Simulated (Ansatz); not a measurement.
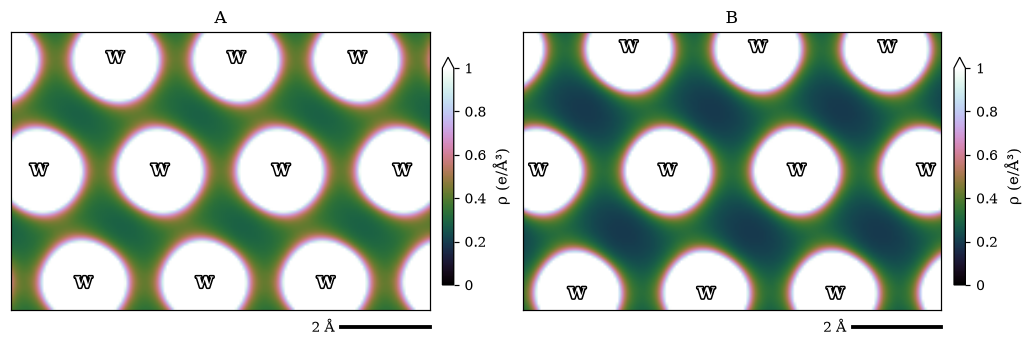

W. The valence pseudo-density of two cells that differ in size and shape, on the (001) plane of each (indices in the axes of the calculation cell), at one length scale and on one colour scale: B has 19.0 Å³ an atom and A 15.6.

Space group I4/mmm.

These are results of DFT r2SCAN, scalar-relativistic, plane waves, PAW (Ansatz), not measurements.

The larger cell:

```cif
data_structure
_symmetry_space_group_name_H-M 'P 1'
_symmetry_Int_Tables_number 1
_cell_length_a 2.9146
_cell_length_b 2.9146
_cell_length_c 2.9146
_cell_angle_alpha 110.506
_cell_angle_beta 110.506
_cell_angle_gamma 107.420
_cell_volume 19.04
loop_
_atom_site_label
_atom_site_type_symbol
_atom_site_fract_x
_atom_site_fract_y
_atom_site_fract_z
_atom_site_occupancy
W1 W 0.00000 0.00000 0.00000 1
```

The smaller cell: a = 2.730 Å, b = 2.730 Å, c = 2.730 Å, α = 108.39°, β = 108.39°, γ = 111.66°.

What changes from the larger cell to the smaller?

Answer. From the larger cell to the smaller, W–W goes from 2.91 to 2.73 Å, and the density at its midpoint from 0.33 to 0.42 e/Å³; the pressure goes from −39 to 6 GPa.
